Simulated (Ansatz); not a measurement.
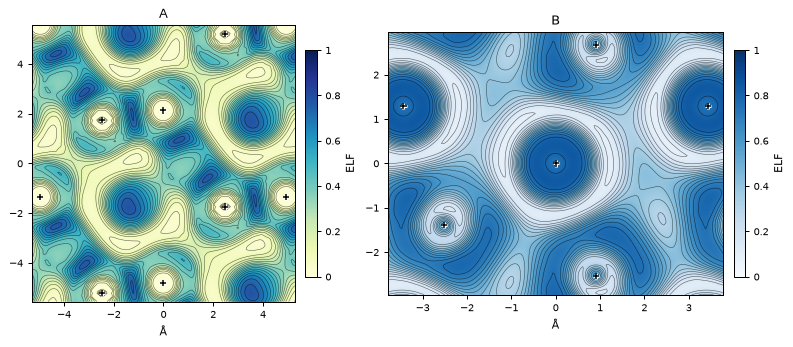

The ELF of 2 systems, each on a plane through atoms (crosses mark nuclei in the plane).

Computed with Ansatz, DFT r2SCAN, scalar-relativistic, plane waves, PAW.

System 1: HfSi, the (010) plane of the conventional cell. Space group Pnma.

```
CELL_PARAMETERS angstrom
6.86284 0.00000 0.00000
0.00000 3.77516 0.00000
0.00000 0.00000 5.22504
ATOMIC_POSITIONS crystal
Hf 0.17561 0.25000 0.12613
Hf 0.32439 0.75000 0.62613
Hf 0.67561 0.25000 0.37387
Hf 0.82439 0.75000 0.87387
Si 0.04286 0.25000 0.63906
Si 0.45714 0.75000 0.13906
Si 0.54286 0.25000 0.86094
Si 0.95714 0.75000 0.36094
```

System 2: Ge, the (101) plane of the conventional cell. Space group R-3; a structure from a database of computed crystals, not necessarily the ambient phase.

```
Ge
1.0
     9.89213    0.00000    0.00000
    -4.94607    8.56684    0.00000
     0.00000    0.00000    5.91026
Ge
24
Direct
  0.66667 0.33333 0.04621
  0.33333 0.66667 0.37954
  0.00000 0.00000 0.71287
  0.00000 0.00000 0.28713
  0.66667 0.33333 0.62046
  0.33333 0.66667 0.95379
  0.93381 0.56381 0.08734
  0.60047 0.89714 0.42068
  0.26714 0.23047 0.75401
  0.43619 0.37000 0.08734
  0.10286 0.70333 0.42068
  0.76953 0.03667 0.75401
  0.63000 0.06619 0.08734
  0.29667 0.39953 0.42068
  0.96333 0.73286 0.75401
  0.73286 0.76953 0.24599
  0.39953 0.10286 0.57932
  0.06619 0.43619 0.91266
  0.23047 0.96333 0.24599
  0.89714 0.29667 0.57932
  0.56381 0.63000 0.91266
  0.03667 0.26714 0.24599
  0.70333 0.60047 0.57932
  0.37000 0.93381 0.91266
```

### Which map belongs to which system?

Panel A is system 2, Ge: the plane holds Ge. Ge–Ge (2.49 Å): the ELF peaks at about 0.75 between the atoms. Panel B is system 1, HfSi: the plane holds Hf and Si. Hf–Si (2.70 Å): the ELF peaks at about 0.70 in the valence shell of Si, 0.9 Å from its nucleus, and is about 0.30 at the midpoint.
